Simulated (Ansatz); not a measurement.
# Calculations on BP

## 1. Relaxation

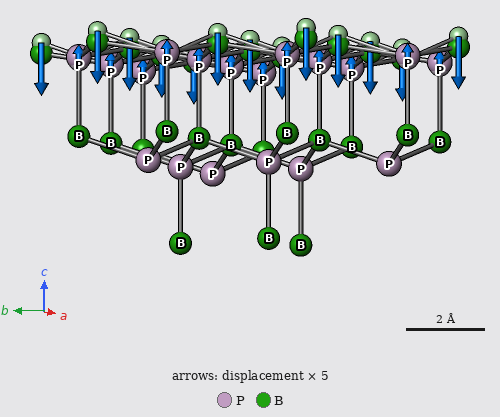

A relaxation of a slab of composition BP (cut from the F-43m phase). The starting structure is drawn faded, the final one solid; blue arrows show the displacements, magnified 5 times.

The picture is a ball-and-stick view of the atoms within 5.8 Å of the atom that moves most (axes of the 2 × 3 repeat of the cell, outlined in the plane, without the vacuum), seen from a free direction.

Case: (1 1 1) slab, atoms relaxed. The slab is the (1 1 1) face of BP.

Level of theory: DFT PBEsol, scalar-relativistic, plane waves, PAW in Ansatz. Set-up: plane-wave cutoff 420 eV; k-point mesh 9 × 9 × 1; occupations gaussian; smearing width 0.05 eV; no spin polarisation; dipole correction; atoms relaxed in a fixed cell; force threshold 0.02 eV/Å; at most 60 steps.

Q: Which element moves most?

A: Boron: up to 0.28 Å, against 0.12 Å for phosphorus.

Q: Describe the change and its energy.

A: Over 5 accepted moves (6 points after the start) the energy falls by 0.437 eV per cell of the calculation. Largest force component: 2.5 eV/Å at the start, 0.0012 eV/Å at the end. The line search rejected the trial step at point 2 of the run. The atom that moves furthest relative to the layer's centre is a B atom (0.28 Å along the normal (−c)). Largest moves by element: B 0.28 Å, P 0.12 Å. The cell stays as it was. Some distances before and after: B–P 1.957 → 1.869 Å, B–P 1.957 → 2.042 Å, B–P 1.957 → 1.965 Å. Among the angles between lasting bonds that change: B–P–B 109.5° → 99.0°, B–P–B 109.5° → 117.6°, P–B–P 109.5° → 117.6°. The run took roughly 70 core-seconds on a shared host.

## 2. Relaxation

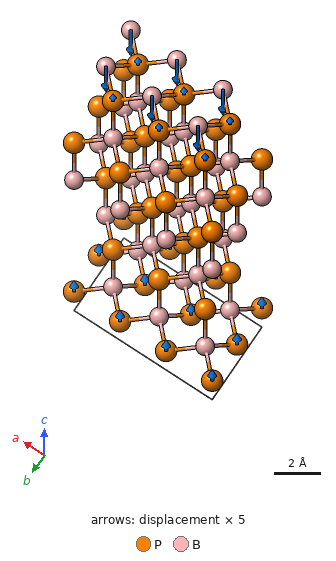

This is a relaxation of a slab of composition BP. The starting structure is drawn; blue arrows show the displacements, 5 times their true length.

The picture is a ball-and-stick view of the 3 × 2 repeat of the cell, outlined in the plane, without the vacuum, seen from a free direction.

Method: DFT PBEsol, scalar-relativistic, plane waves, PAW; settings changed (Ansatz 0.2.0).

The input:
```yaml
crystal:
  lattice:
    - [3.1962448201, 0.0, 0.0]
    - [-1.5981224101, 2.7680292109, 0.0]
    - [0.0, 0.0, 26.0913226116]
  atoms:
    - { symbol: P, position: [0.0, 0.0, 0.2874518901] }
    - { symbol: B, position: [0.3333333333, 0.6666666667, 0.3124575501] }
    - { symbol: P, position: [0.3333333333, 0.6666666667, 0.3874745301] }
    - { symbol: B, position: [0.6666666667, 0.3333333333, 0.41248019] }
    - { symbol: P, position: [0.6666666667, 0.3333333333, 0.48749717] }
    - { symbol: B, position: [0.0, 0.0, 0.51250283] }
    - { symbol: P, position: [0.0, 0.0, 0.58751981] }
    - { symbol: B, position: [0.3333333333, 0.6666666667, 0.6125254699] }
    - { symbol: P, position: [0.3333333333, 0.6666666667, 0.6875424499] }
    - { symbol: B, position: [0.6666666667, 0.3333333333, 0.7125481099] }
kpoints:
  mp_grid: { grid: [9, 9, 1] }
hamiltonian:
  xc: pbesol
scf:
  occupations: { method: gaussian, width: 0.05 }
output:
  forces: true
  eigenvalues: true
relax:
  adjacent_minimum: "off"
  f_tol: 0.02
  max_steps: 60
efield:
  axis: 3
  dipole_correction: true
  ramp_width: 0.04
accuracy: medium
```

Run as
```bash
ansatz run input.yaml --threads 1 --pin off --max-ram 3072MiB --backend cpu --events-out ev --progress --plain --runs-dir out
```

**Which element moves most?**

Boron: up to 0.28 Å, against 0.12 Å for phosphorus.

**What happened in the run?**

After 5 accepted moves (6 points after the start) the energy has fallen by 0.437 eV per cell of the calculation. The largest force component goes from 2.5 to 0.0012 eV/Å. The line search rejected the trial step at point 2 of the run. The largest move relative to the layer's centre is that of B10, 0.28 Å along the normal (−c). By element the largest moves are B 0.28 Å, P 0.12 Å. The lattice vectors keep their values. Among the contacts that change: P9–B10 1.957 → 1.869 Å, B8–P9 1.957 → 2.042 Å, P1–B2 1.957 → 1.919 Å, B2–P3 1.957 → 1.982 Å. Bond angles that change, for instance: B8–P9–B10 109.5° → 99.0°, P9–B10–P9 109.5° → 117.6°, B10–P9–B10 109.5° → 117.6°. The run took about 60 core-seconds on a shared host.

## 3. A change

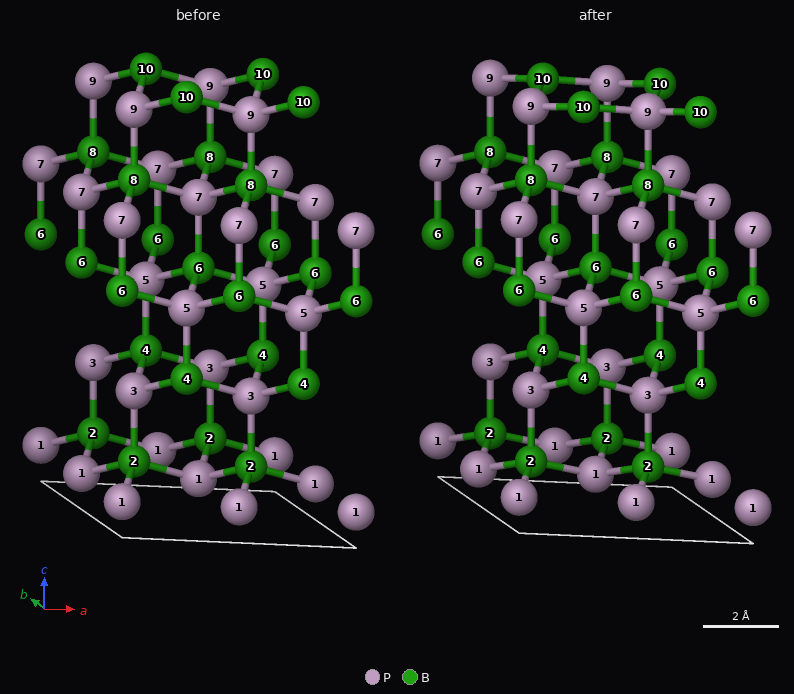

Left: a (1 1 1) slab of BP as cut from the relaxed bulk. Right: the same structure after one change, at the same scale. A ball-and-stick model of the 2 × 2 repeat of the cell, outlined in the plane, without the vacuum, seen slightly off an axis.

These are results of DFT PBEsol, scalar-relativistic, plane waves, PAW in Ansatz 0.2.0, not measurements. Settings: plane-wave cutoff 420 eV; occupations gaussian; no spin polarisation. The k-mesh is chosen for each cell (10×10×10, 9×9×1). Smearing widths differ between the runs.

The atoms of the slab are relaxed at the bulk's in-plane cell.

**How do the computed properties respond?**

The surface energy (mean of the two faces) falls from 3.08 to 2.68 J/m². The top spacing, between the B and P planes, goes from 0.65 to 0.29 Å (−55.0 %), the bottom one (P to B) from 0.65 to 0.53 Å (−19.4 %). The cell doesn't change. B10 moves most relative to the layer's centre: 0.28 Å along the normal (−c). By element the largest moves are B 0.28 Å, P 0.12 Å. Near-neighbour distances before and after: B–P 1.957 → 1.869 to 2.042 Å.
